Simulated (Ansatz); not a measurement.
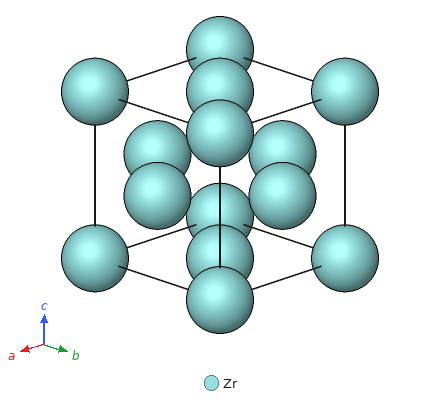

Zr (Fm-3m, No. 225): a calculation's starting geometry; the starting structure was generated, so it need not be a known form of this composition.

Space group Fm-3m (No. 225). a = 4.556 Å, b = 4.556 Å, c = 4.556 Å, α = 90.00°, β = 90.00°, γ = 90.00°
| atom | site | symmetry | x | y | z |
| --- | --- | --- | --- | --- | --- |
| Zr | 4a | m-3m | 0.0000 | 0.0000 | 0.0000 |

**What will a dark-field STEM-like image along [221] show? Simulation: incoherent imaging, intensity Z^1.8 per atom, probe width 0.66 Å, thin sample. Shot noise was added.**

The columns repeat on a centred rectangular net of 1.07 × 3.22 Å (plane group c2mm). All columns are alike (Zr). The shortest distance between visible columns is 1.07 Å in projection. Along the beam the structure repeats every 13.67 Å.

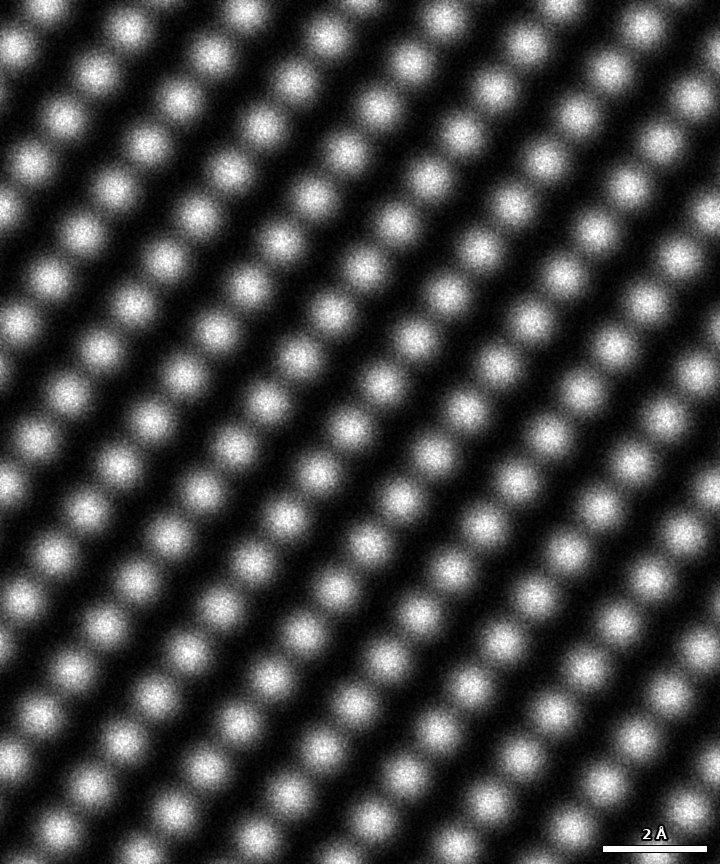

The simulated image.
